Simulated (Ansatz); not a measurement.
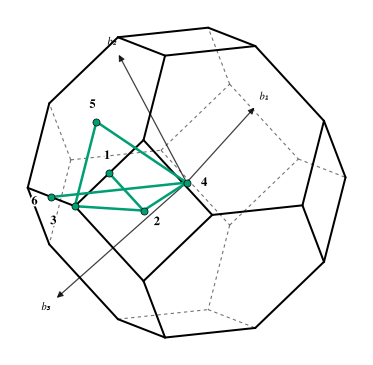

Crystal: Ge, a calculation's input that goes back to an entry of the Crystallography Open Database (an earlier step may have relaxed or displaced it). The first Brillouin zone of a face-centred cubic lattice (cF; extended symbol cF2) is drawn with its special points numbered. The drawing is computed from the coordinates (standard cell, symmetry found to 0.002 Å).

a = 5.658 Å, b = 5.658 Å, c = 5.658 Å, α = 90.00°, β = 90.00°, γ = 90.00°.

Labels and path follow the convention of Hinuma et al. (2017), as computed by seekpath; the arrows show the directions of the reciprocal primitive vectors b₁, b₂, b₃, in which coordinates are given.

Q: Give the label and coordinates of each numbered point.

A:
| no. | label | coordinates |
| --- | --- | --- |
| 1 | U | (5/8, 1/4, 5/8) |
| 2 | X | (1/2, 0, 1/2) |
| 3 | W | (1/2, 1/4, 3/4) |
| 4 | Γ | (0, 0, 0) |
| 5 | L | (1/2, 1/2, 1/2) |
| 6 | K | (3/8, 3/8, 3/4) |
